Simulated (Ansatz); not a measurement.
**C: density, localisation and related maps**

```
C
1.0
     1.25901   -2.18067    0.00000
     0.00000    0.00000    8.30459
    -2.51802    0.00000    0.00000
C
8
Direct
  0.05675 0.09297 0.07752
  0.94325 0.59297 0.92248
  0.94325 0.40703 0.92248
  0.05675 0.90703 0.07752
  0.37981 0.15553 0.73015
  0.62019 0.65553 0.26985
  0.28686 0.34447 0.60318
  0.71314 0.84447 0.39682
```

Space group P2₁; not relaxed (largest force 1.2 eV/Å).

All numbers below come from DFT PBE, scalar-relativistic, plane waves, PAW in Ansatz.

The density is the valence pseudo-density of a PAW calculation; it isn't the true density close to the nuclei.

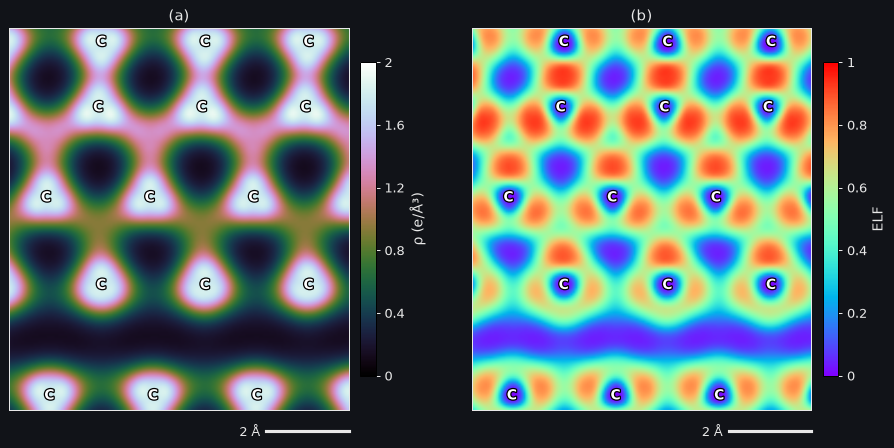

Figure 1. (a) valence pseudo-density; (b) ELF on the (011̄) plane of the conventional cell.

Question: Describe what can be read from this map.

Answer: Atoms in the plane: C. Atoms just off the plane (C, 0.5 Å away) can leave unmarked features too. C–C (1.60 Å): ρ is about 1.5 e/Å³ halfway; the ELF peaks at about 0.95 between the atoms: localised, covalent bonding. Between the atoms the lowest density in this plane is 0.13 e/Å³.

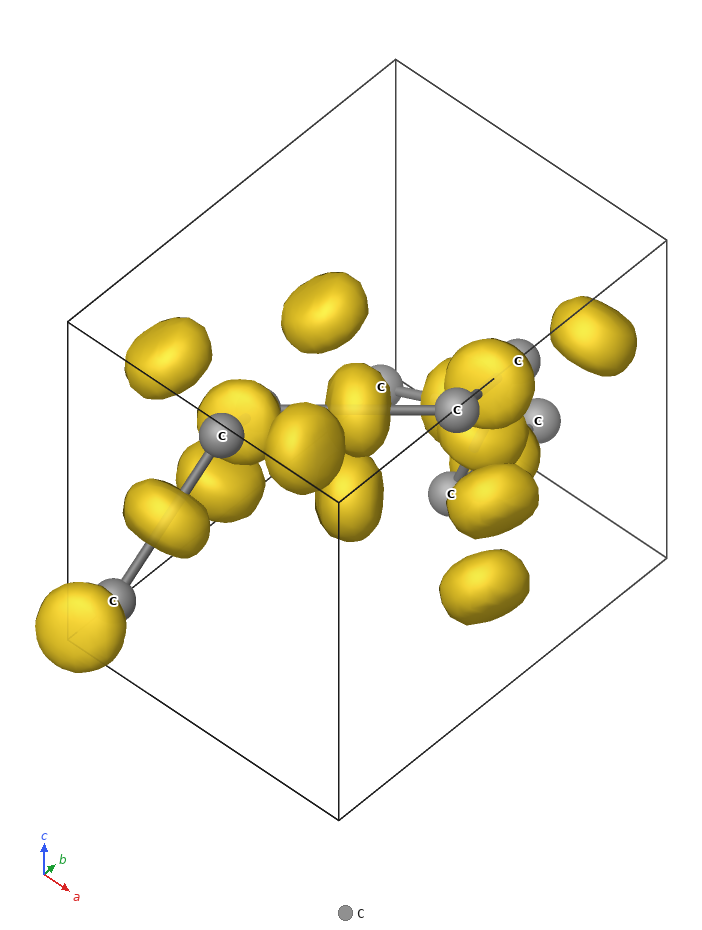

Figure 2. Isosurface of the ELF at 0.85 (yellow), seen slightly off an axis. Core shells and regions of very low density are left out. Sticks mark near contacts.

Question: Describe the localisation domains.

Answer: The surface consists of 16 regions between bonded C–C atoms (shared pairs), counted in one cell of 8 atoms. Any copies at cell faces, edges or corners count once.


C–C (1.52 Å): the ELF peaks at about 0.95 between the atoms: a shared electron pair. C–C (1.57 Å): the ELF peaks at about 0.95 between the atoms (a covalent bond).

Question: Metal or insulator at this level of theory?

Answer: It is gapped, with a Kohn–Sham gap of 4.3 eV on the k-point mesh, an upper bound to the gap of this method.
